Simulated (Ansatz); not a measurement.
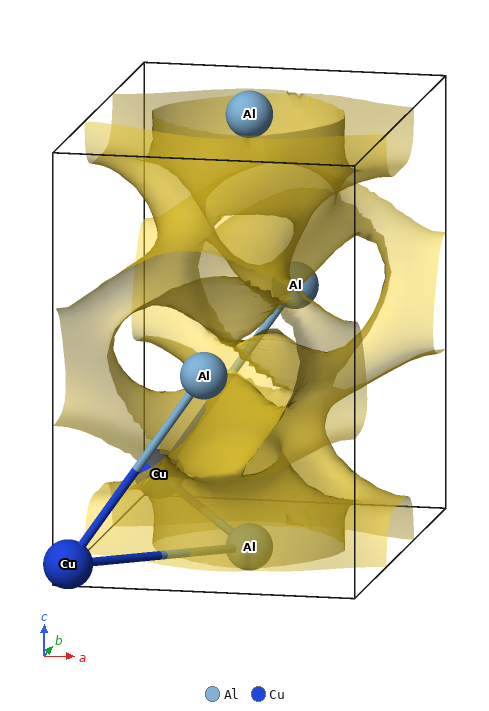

Figure 1: Al$_{2}$Cu. Isosurface of the electron localisation function at 0.55 (yellow), seen slightly off an axis. Core shells and regions of very low density are left out. Sticks mark near contacts.

Space group Pm; a structure from a database of computed crystals, not necessarily the ambient phase; changed on purpose from its base cell (all Cu atoms moved -0.250 Å, as atom 3 towards its neighbour atom 1 (Al) at 2.489 A); not relaxed (largest force 1.9 eV/Å); computed pressure about 2 GPa in this cell; computed without spin polarisation.

Level of theory: Ansatz, DFT PBEsol, scalar-relativistic, plane waves, PAW.

In a PAW calculation such maps are meaningful between the atoms, not at the nuclei.

```cif
data_structure
_symmetry_space_group_name_H-M 'P 1'
_symmetry_Int_Tables_number 1
_cell_length_a 2.8464
_cell_length_b 4.0842
_cell_length_c 4.0842
_cell_angle_alpha 90.000
_cell_angle_beta 90.000
_cell_angle_gamma 90.000
_cell_volume 47.48
loop_
_atom_site_label
_atom_site_type_symbol
_atom_site_fract_x
_atom_site_fract_y
_atom_site_fract_z
_atom_site_occupancy
Al1 Al 0.50000 0.00000 0.50000 1
Al2 Al 0.50000 0.50000 0.00000 1
Cu1 Cu 0.05022 0.00000 0.05022 1
```

What do the ELF domains correspond to?

The ELF exceeds this value in one network that runs through the whole crystal, counted in one cell of 3 atoms. Any copies at cell faces, edges or corners count once. Along the contacts the grid gives the following. Al–Cu (2.24 Å): the ELF peaks at about 0.60 between the atoms. Al–Cu (2.41 Å): the ELF peaks at about 0.60 between the atoms.

Does the calculation make it a metal, or give it a gap?

It is metallic or semimetallic at this level of theory: no gap opens.
